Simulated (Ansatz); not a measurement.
A series of calculations on SnO

## 1. Relaxation

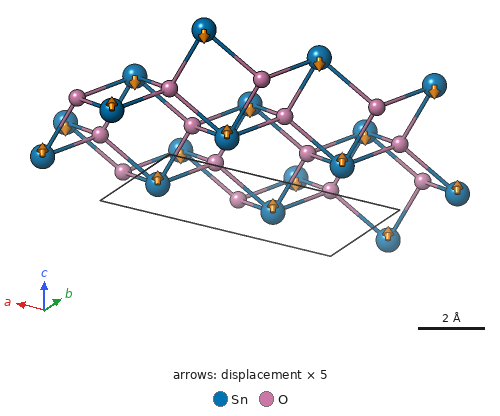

A relaxation of a slab of composition SnO. The starting structure is drawn; orange arrows show the displacements, magnified 5 times.

A ball-and-stick model of the 2 × 1 repeat of the cell, outlined in the plane, without the vacuum, seen from a free direction.

Case: biaxial strain +0.070, atoms relaxed.

Method: DFT PBE+D3(BJ), scalar-relativistic, plane waves, PAW (Ansatz). Set-up: plane-wave cutoff 420 eV; k-point mesh 6 × 6 × 1; occupations gaussian; smearing width 0.02 eV; no spin polarisation; atoms relaxed in a fixed cell; force threshold 0.01 eV/Å; at most 40 steps.

What happened in the run?

Answer. The energy falls by 0.115 eV per cell of the calculation in 1 accepted move (2 points after the start). The largest force component goes from 1.2 to 0.0058 eV/Å. The line search rejected the trial step at point 1 of the run. The largest moves, 0.095 Å, are those of Sn atoms. O stays in place. The cell stays as it was. Near-neighbour distances that change, for instance: O–Sn 2.361 → 2.315 Å. Bond angles that change, for instance: O–Sn–O 119.9° → 124.0°, Sn–O–Sn 119.9° → 124.0°.

## 2. Relaxation

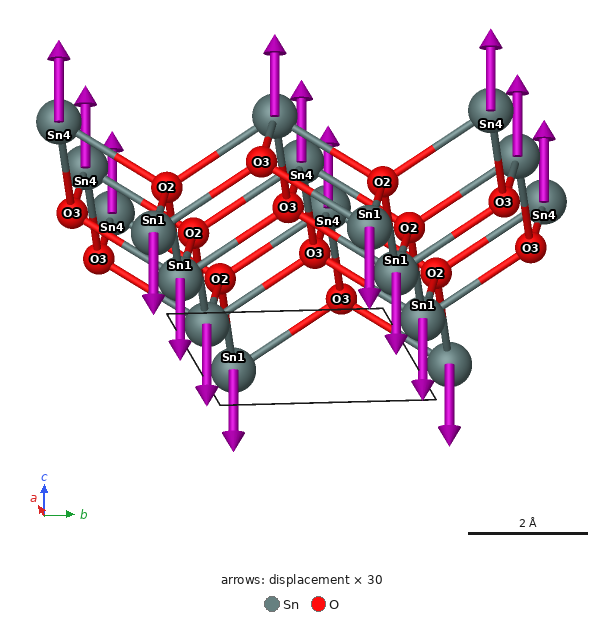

A relaxation of a slab of composition SnO. The starting structure is drawn; purple arrows show the displacements, 30 times their true length.

The picture is a ball-and-stick view of the 2 × 1 repeat of the cell, outlined in the plane, without the vacuum, seen from a free direction.

Case: biaxial strain -0.040, atoms relaxed.

All numbers below come from DFT PBE+D3(BJ), scalar-relativistic, plane waves, PAW in Ansatz 0.2.0. Settings: plane-wave cutoff 420 eV; k-point mesh 6 × 6 × 1; occupations gaussian; smearing width 0.02 eV; no spin polarisation; atoms relaxed in a fixed cell; force threshold 0.01 eV/Å; at most 40 steps.

**Atoms of which element are displaced furthest, and by how much?**

Tin: up to 0.047 Å, against 0.000 Å for oxygen.

**What did the optimiser do to the structure, and how much energy did it gain?**

The largest moves, 0.047 Å, are those of Sn1 and Sn4. Sn1 goes along the normal (−c). O stays in place. The lattice vectors keep their values. Near-neighbour distances that change, for instance: O2–Sn4 2.182 → 2.208 Å. Among the angles between lasting bonds that change: O2–Sn1–O2 114.4° → 112.3°, Sn1–O2–Sn1 114.4° → 112.3°. Over 3 accepted moves (4 points after the start) the energy falls by 47.8 meV per cell of the calculation. Largest force component: 1 eV/Å at the start, 0.00047 eV/Å at the end. 1 step only repeated the SCF at the same geometry.

## 3. A change

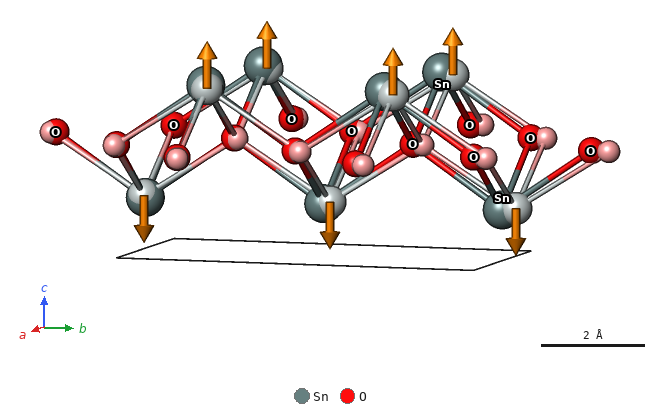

A slab of composition SnO (cut from the P4/nmm phase), drawn pale, and a changed version of it, drawn solid. The orange arrows show how the atoms are displaced (without the part that the change of the cell carries along), magnified 20 times. The picture is a ball-and-stick view of the 1 × 2 repeat of the cell, outlined in the plane, without the vacuum, seen slightly off an axis.

Theory: Ansatz 0.2.0, DFT PBE+D3(BJ), scalar-relativistic, plane waves, PAW. Settings: plane-wave cutoff 420 eV; k-point mesh 6 × 6 × 1; occupations gaussian; smearing width 0.02 eV; no spin polarisation.

Q: Describe the change and its computed effect.

A: The sheet is strained in its plane (biaxially) by −4.0 %. The atoms are relaxed. Energy change: +30.6 meV per atom. In the plane the drawn cell goes a 3.821 → 3.668 Å (−4.0 %), b 7.641 → 7.335 Å (−4.0 %). The largest moves relative to the cell and the layer's centre, 0.047 Å, are those of Sn atoms. O stays in place. Among the bonded contacts that change: O–Sn 2.246 → 2.208 Å. The space group stays P4/nmm (No. 129).
